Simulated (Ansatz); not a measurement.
Ta2Si: single-point calculation

- system: Ta2Si (I4/mcm, 6 atoms in the cell)
- method: DFT, LDA, plane waves, PAW, no spin polarisation (Ansatz 0.2.0)

The structure derives from a Materials Project entry. Some settings of this run were made unusual or wrong on purpose. Figures and captions count atoms from 1; the log counts them from 0 in places.

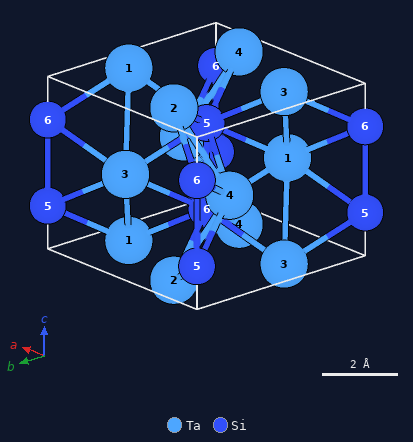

**Figure 1.** The structure as given in the input (ball-and-stick view of the cell 2 times as large as that of the calculation, set on its symmetry axes, seen at an oblique angle; atoms are numbered from 1 in the order of the input). An atom can appear more than once, as a periodic image. Near neighbours in the periodic cell (some may lie outside the picture): Ta has 4 Si at 2.59 Å and 3 Ta at 2.78 to 2.91 Å; Si has 2 Si at 2.49 Å and 8 Ta at 2.59 Å.

Input
```yaml
crystal:
  lattice:
    - [-3.027016265, 3.027016265, 2.4872491781]
    - [3.027016265, -3.027016265, 2.4872491781]
    - [3.027016265, 3.027016265, -2.4872491781]
  atoms:
    - { symbol: Ta, position: [0.6621979404, 0.8378020596, 0.5] }
    - { symbol: Ta, position: [0.8378020596, 0.3378020596, 0.1756041192] }
    - { symbol: Ta, position: [0.3378020596, 0.1621979404, 0.5] }
    - { symbol: Ta, position: [0.1621979404, 0.6621979404, 0.8243958808] }
    - { symbol: Si, position: [0.25, 0.25, 0.0] }
    - { symbol: Si, position: [0.75, 0.75, 0.0] }
basis:
  ecutwfc: 420
kpoints:
  mp_grid: { grid: [10, 10, 10] }
hamiltonian:
  xc: lda
scf:
  occupations: { method: fermi_dirac, width: 0.15 }
  convergence: { dr2_threshold: 1.0e-16 }
  max_iter: 60
output:
  forces: true
  eigenvalues: true
  stress: true
```

Hardware: 2 threads of AMD EPYC (Zen 3), 32 GiB of memory available, shared host.

Command:
```bash
ansatz run input.yaml --threads 2 --pin off --max-ram 7168MiB --backend cpu --events-out ev --progress --plain --runs-dir out
```

The program's output
```
band count auto-derived: 37 (N_el = 60.0; filled up to band 30; 36 by the electrons, moments and atoms)
Engine: ansatz 0.2.0, x86_64-unknown-linux-gnu
Pseudopotentials: kind: paw
Pseudopotential: Ta, paw, valence charge 13, recommended cutoff 420 eV (normal), Ta.paw.azcp
Pseudopotential: Si, paw, valence charge 4, recommended cutoff 420 eV (normal), Si.paw.azcp
Functional definition: SPW92
  exchange = slater_x
  correlation = pw_c
Crystal: 6 atoms, lattice volume = 91.161 Å³
Basis set: ecut = 420 eV, 1785 PW (Γ)
Bands: 37, of which v1, the nominal top of the filled ones, is band 30 counted from 1 (29 counted from 0)
Symmetry: 16 space group operations
Space group: I4/mcm (ITA 140), of the structure as read, at distance tolerance 4.5e-5 Å
k-points: 102 of 1000
Non-local potential: Ta, projectors of the file, l = 0: 3, l = 1: 2, l = 2: 2, l = 3: 1
Non-local potential: Si, projectors of the file, l = 0: 2, l = 1: 2, l = 2: 2
PAW form: soft (Blöchl's): semilocal exchange-correlation on the pseudo side does not see the compensation charge
PAW frozen core: Ta, regenerated for the run's functional, and the local potential with it (the file was generated under x = pbe(κ = 0.804, μ = 0.2195149727645171), c = pbe(β = 0.06672455060314922))
PAW frozen core: Si, regenerated for the run's functional, and the local potential with it (the file was generated under x = pbe(κ = 0.804, μ = 0.2195149727645171), c = pbe(β = 0.06672455060314922))
PAW one-centre angular grid: Ta, 590 points (default); XC on 64 Gauss nodes
PAW one-centre angular grid: Si, 110 points (default); XC on 64 Gauss nodes
Initial density: superposition of atomic densities (neutral atoms: chi_scale 0, normalization atom), corrected by the library's trained network
Initial wavefunctions: pseudopotential atomic-orbital guess
Functional: x = slater, c = lda
SCF iter   1: F=—  HF=-39951.358317 eV  |F-HF|=—  |Δ(HF+E_count)|=         —  Δρ=5.27e-3  dr2=1.82e-2  ethr=1.77e-3  ⟨swp⟩=5.3  Hψ=15822  notcnv=0
preconditioner: auto → Kerker (q_TF=auto, 2.545 Å⁻¹)  [metal: Δε(μ)=0.009 eV  Ē_g=5.832 eV  σ=0.150 eV  W_gap=0.02  n_scr=18 (ndim 8)  ℏωp=20.6 eV  f_vac=0.000  D(μ)=3.49/eV (n_scr^D=18)]
SCF iter   2: F=—  HF=-39951.355365 eV  |F-HF|=—  |Δ(HF+E_count)|=   2.95e-3  Δρ=3.09e-3  dr2=5.53e-3  ethr=3.03e-5  ⟨swp⟩=1.9  Hψ=4974  notcnv=0
SCF iter   3: F=—  HF=-39951.354272 eV  |F-HF|=—  |Δ(HF+E_count)|=   1.09e-3  Δρ=4.28e-4  dr2=1.31e-4  ethr=9.21e-6  ⟨swp⟩=2.1  Hψ=4786  notcnv=0
SCF iter   4: F=—  HF=-39951.354235 eV  |F-HF|=—  |Δ(HF+E_count)|=   3.70e-5  Δρ=6.76e-5  dr2=2.05e-6  ethr=2.19e-7  ⟨swp⟩=2.0  Hψ=5280  notcnv=0
SCF iter   5: F=—  HF=-39951.354234 eV  |F-HF|=—  |Δ(HF+E_count)|=   9.95e-7  Δρ=6.21e-6  dr2=5.32e-8  ethr=3.42e-9  ⟨swp⟩=2.0  Hψ=5430  notcnv=0
SCF iter   6: F=—  HF=-39951.354234 eV  |F-HF|=—  |Δ(HF+E_count)|=   1.21e-8  Δρ=1.46e-6  dr2=3.93e-9  ethr=8.87e-11  ⟨swp⟩=2.0  Hψ=5246  notcnv=0
SCF iter   7: F=—  HF=-39951.354234 eV  |F-HF|=—  |Δ(HF+E_count)|=  9.46e-10  Δρ=2.85e-7  dr2=1.54e-10  ethr=6.55e-12  ⟨swp⟩=2.0  Hψ=5210  notcnv=0
SCF iter   8: F=—  HF=-39951.354234 eV  |F-HF|=—  |Δ(HF+E_count)|=  1.46e-11  Δρ=4.22e-8  dr2=3.34e-12  ethr=2.57e-13 (applied; sched 1.00e-12)  ⟨swp⟩=2.0  Hψ=5272  notcnv=0
SCF iter   9: F=—  HF=-39951.354234 eV  |F-HF|=—  |Δ(HF+E_count)|=  2.18e-11  Δρ=4.95e-9  dr2=2.79e-14  ethr=5.56e-15 (applied; sched 1.00e-12)  ⟨swp⟩=2.2  Hψ=5618  notcnv=0
SCF iter  10: F=—  HF=-39951.354234 eV  |F-HF|=—  |Δ(HF+E_count)|=  2.91e-11  Δρ=6.24e-10  dr2=2.65e-16  ethr=4.64e-17 (applied; sched 1.00e-12)  ⟨swp⟩=2.4  Hψ=6710  notcnv=0
SCF iter  11: F=-39951.354234 eV  HF=-39951.354234 eV  |F-HF|=0.00e0  |Δ(HF+E_count)|=  1.46e-11  Δρ=9.51e-11  dr2=9.10e-18  ethr=1.00e-12  ⟨swp⟩=2.0  Hψ=7214  notcnv=0
SCF 1 converged in 11 iterations: F = -39951.354234 eV  dr2 = 9.10e-18
  greatest PAW one-centre occupation: 1.000 electrons in one spin orbital (limit 2), on the Ta atom at site 3 (counted from 0), in its partial waves of l = 0
```

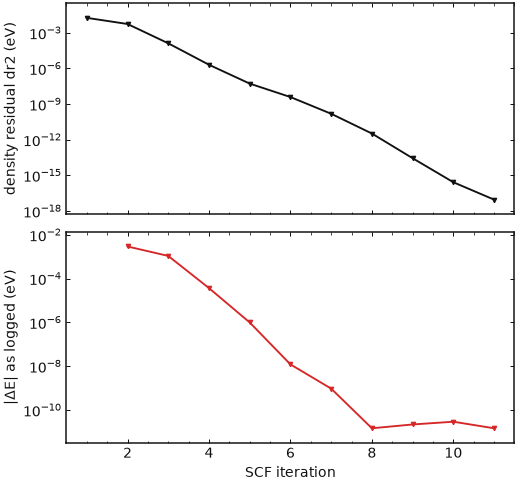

**Figure 2.** Convergence of the self-consistent field: density residual dr2 and size of the energy change against the SCF iteration. The residual falls at every step.

```
SCF converged after 11 iterations
Free energy (F): -39951.354234 eV
Harris-Foulkes:  -39951.354234 eV  (|F-HF|=0.00e0)
Internal energy: -39951.095549 eV  (E = F + TS)
E sigma→0 (E₀):  -39951.224892 eV
Entropy (-TS):   -0.258685 eV (-43.114 meV/atom)
Fermi energy:    18.304499 eV
--- Per-component energies (eV) ---
  E_band       = -369.981175
  E_kinetic    = 1566.050939
  E_local      = -2393.759806  (includes V_loc(G=0)·N_el)
  E_nonlocal   = 136.667921
  E_hartree    = 862.413788
  E_xc         = -986.638803
  E_vxc        = -922.949880  (∫ρ·V_xc dr)
  E_paw        = -33569.952023  (= ΣΔE_a)
  E_vpaw       = -480.818462  (= ΣTr[D̂ρ^β])
  E_aug_tail   = 0.000538  (compensation charges beyond the density's cutoff)
  E_ewald      = -5567.082374
  E_core_change = 1.204273  (= ΣΔE_core)
  E_smearing   = -0.258685  (= −TS)
  E_closure    = -0.000000  (closes the sum)
  Σ components = -39951.354234   (vs F -39951.354234, Δ=0.00e0)
--- Forces (eV/Å), atoms counted from 1 ---
  atom   1  Ta    -0.00012749     0.00012749    -0.00000000
  atom   2  Ta    -0.00012749    -0.00012749     0.00000000
  atom   3  Ta     0.00012749    -0.00012749    -0.00000000
  atom   4  Ta     0.00012749     0.00012749     0.00000000
  atom   5  Si    -0.00000000     0.00000000     0.00000000
  atom   6  Si    -0.00000000    -0.00000000     0.00000000
  max |Σ_I F_I| component: 3.47e-17 eV/Å
--- Stress (GPa, compression-positive) ---
        4.954074       0.000000       0.000000
        0.000000       4.954074      -0.000000
        0.000000      -0.000000       4.946638
  P = ⅓ Tr σ = 4.9516 GPa (49.516 kbar)
--- Band table (eV; the first three rows and the last of 102) ---
  k-point 0: bands = ["-49.2883", "-49.2378", "-49.1847", "-49.1847", "-16.0964", "-16.0546", "-16.0546", "-15.9973", "-15.9961", "-15.9961", "-15.9342", "-15.8026", "-15.7040", "-15.3936", "-15.3568", "-15.3568", "6.0435", "10.6765", "13.2954", "13.4474", "13.9453", "13.9453", "15.7058", "15.7154", "15.7154", "15.7459", "15.7459", "16.2804", "18.5048", "18.5617", "19.2278", "19.6663", "19.6663", "19.9819", "19.9819", "20.1089", "22.2549"]
  k-point 1: bands = ["-49.2865", "-49.2377", "-49.1866", "-49.1847", "-16.1094", "-16.0561", "-16.0552", "-16.0110", "-15.9964", "-15.9675", "-15.9251", "-15.8103", "-15.6851", "-15.3971", "-15.3745", "-15.3575", "6.1342", "10.7375", "12.9873", "13.0524", "14.2065", "14.3802", "15.4604", "15.6445", "15.6645", "15.7017", "15.8583", "16.2993", "18.3280", "18.5519", "19.1448", "19.3019", "19.5146", "20.0801", "20.4678", "20.4843", "22.5321"]
  k-point 2: bands = ["-49.2815", "-49.2372", "-49.1922", "-49.1847", "-16.1211", "-16.0537", "-16.0524", "-16.0442", "-15.9972", "-15.9182", "-15.9066", "-15.8290", "-15.6399", "-15.4206", "-15.4076", "-15.3596", "6.3902", "10.9100", "12.3546", "12.6909", "14.5249", "14.5919", "15.3577", "15.5279", "15.6523", "15.6916", "16.0301", "16.0574", "18.1567", "18.6693", "18.8708", "18.9580", "19.1233", "20.4812", "20.9555", "21.3276", "22.7670"]
  k-point 101: bands = ["-49.2273", "-49.2273", "-49.2225", "-49.2189", "-16.2626", "-16.1866", "-16.0923", "-15.9469", "-15.9469", "-15.8444", "-15.7499", "-15.7338", "-15.5130", "-15.5130", "-15.4888", "-15.4888", "8.2733", "10.9308", "11.9006", "11.9006", "12.5977", "14.5380", "14.5380", "15.0143", "15.9439", "16.7387", "17.1959", "17.2106", "17.2762", "17.2762", "18.0640", "18.4626", "19.0051", "19.0051", "21.1349", "21.9573", "21.9706"]
```

Outcome

| quantity | value |
| --- | --- |
| outcome | converged |
| space group (tolerance 0.01 Å) | I4/mcm (140) |
| electrons treated | 60 |
| free energy | −39951.3542 eV |
| Fermi energy | 18.304 eV |
| gap on the k-point mesh | none (metallic) |
| pressure | 4.95 GPa |
| largest force (length of the vector) | under 0.001 eV/Å |
| wall time | 13 s (CPU time 26 s) |
| peak memory | 0.56 GiB |

A setting was made wrong on purpose: an extremely tight threshold (`scf.convergence.dr2_threshold`). The threshold was met all the same, at the cost of more iterations. Results for this metal are sensitive to the k-point mesh.
